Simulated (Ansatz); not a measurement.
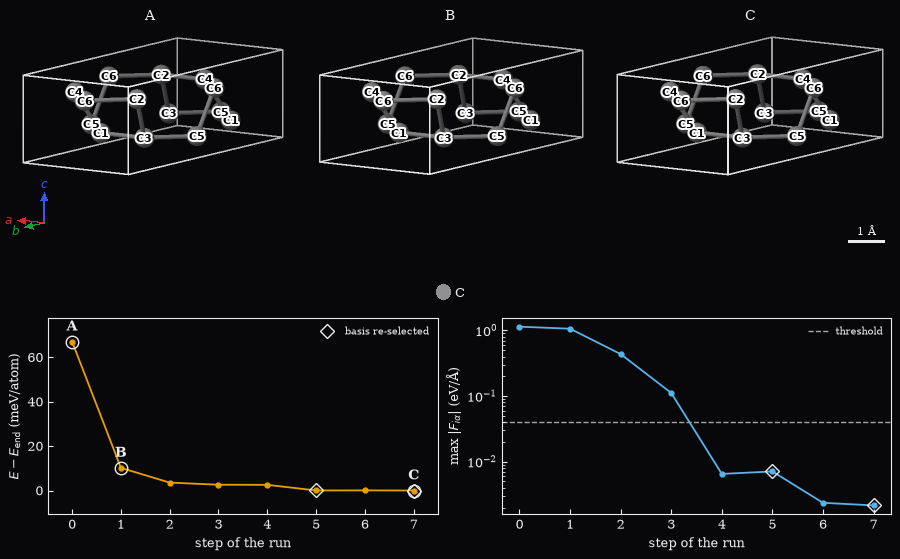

Frames of a relaxation of solid C (a generated structure, set up in Cmcm) (coarse preliminary run), marked on the history of the run. Style: ball-and-stick. Shown: the conventional cell (2 times the calculation's cell), from a free direction. Lengths and directions refer to the drawn axes.

The calculation used DFT PBE, scalar-relativistic, plane waves, PAW in Ansatz. (plane-wave cutoff 420 eV; k-point mesh 6 × 6 × 6; occupations gaussian; smearing width 0.1 eV; no spin polarisation; cell and atoms relaxed; force threshold 0.04 eV/Å; at most 70 steps)

### Describe the path.

The largest moves relative to the cell, 0.011 Å, are those of C1, C2, C3, C4, C5 and C6. C2 goes along [−2 1 0]. Cell: a 3.597 → 3.780 Å (+5.1 %), b 7.765 → 7.789 Å (+0.3 %), c 2.507 → 2.514 Å (+0.3 %). Volume +5.7 %. Some distances before and after: C1–C3 1.486 → 1.546 Å, C1–C5 1.511 → 1.559 Å, C1–C4 1.539 → 1.558 Å, C5–C6 1.534 → 1.526 Å. Among the angles between lasting bonds that change: C1–C5–C3 88.6° → 91.5°. The space group stays Cmcm (No. 63). After 5 accepted moves (7 points after the start) the energy has fallen by 67.0 meV per atom. Largest force component: 1.1 eV/Å at the start, 0.0022 eV/Å at the end. Pressure: 27.99 GPa at the start and 0.02 GPa at the end. At 2 points the geometry stayed and the basis and grid were re-selected for the new cell (energy shift of 2.5 meV per atom at most each time). The run took 54 s on 1 thread of Intel(R) Xeon(R) Processor @ 2.50GHz (Skylake/Cascade Lake), with other jobs on the host, peak memory 0.34 GiB. From step 0 to 1: C atoms move most (0.02 Å), volume +2.8 %, energy −56.9 meV per atom. From step 1 to 7: volume +2.8 %, energy −10.2 meV per atom.
